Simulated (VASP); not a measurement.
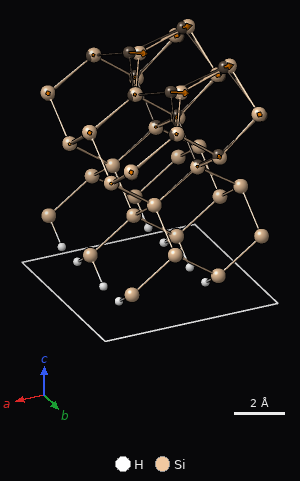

A relaxation of a slab of composition Si7H2. The starting structure is drawn faded, the final one solid; orange arrows show the displacements, magnified 2 times.

A ball-and-stick model of the 1 × 2 repeat of the cell, outlined in the plane, without the vacuum (origin shifted), seen from a free direction.

The run lets the atoms move in a fixed cell. 10 atoms are held fixed.

All numbers below come from Kohn-Sham DFT of a periodic cell, RPBE, VASP PAW PBE potentials, recommended in VASP 6.6.1.

Input file:
```
PREC = Normal ; ENCUT = 450
EDIFF = 1E-6 ; ISMEAR = 0
SIGMA = 0.05 ; LREAL = Auto
LASPH = True ; NELM = 80
ALGO = Normal ; ISIF = 2
LWAVE = False ; LCHARG = False
LDIPOL = True ; IDIPOL = 3
DIPOL = 0.5 0.5 0.471 ; GGA = RP
IBRION = 2 ; NSW = 90
EDIFFG = -0.03
```

Command:
```bash
cat potpaw_PBE.64/H/POTCAR potpaw_PBE.64/Si/POTCAR > POTCAR
mpirun -np 8 vasp_std > vasp.out
```

> Atoms of which element are displaced furthest, and by how much?

Silicon: up to 0.46 Å, against 0.00 Å for hydrogen.

> What happened in the run?

The energy falls by 0.583 eV per cell of the calculation in 31 geometry steps. Largest force component: 1.5 eV/Å at the start, 0.45 eV/Å at the end. The largest move is that of a Si atom, 0.46 Å at 73° to the normal (−c side). H stays in place. The lattice vectors keep their values. Among the contacts that change: Si–Si 2.484 → 2.317 Å, Si–Si 2.549 → 2.420 Å, Si–Si 2.256 → 2.352 Å, Si–Si 2.380 → 2.432 Å. Among the angles between lasting bonds that change: Si–Si–Si 98.1° → 88.2°, Si–Si–Si 95.6° → 105.3°, Si–Si–Si 109.5° → 100.4°.
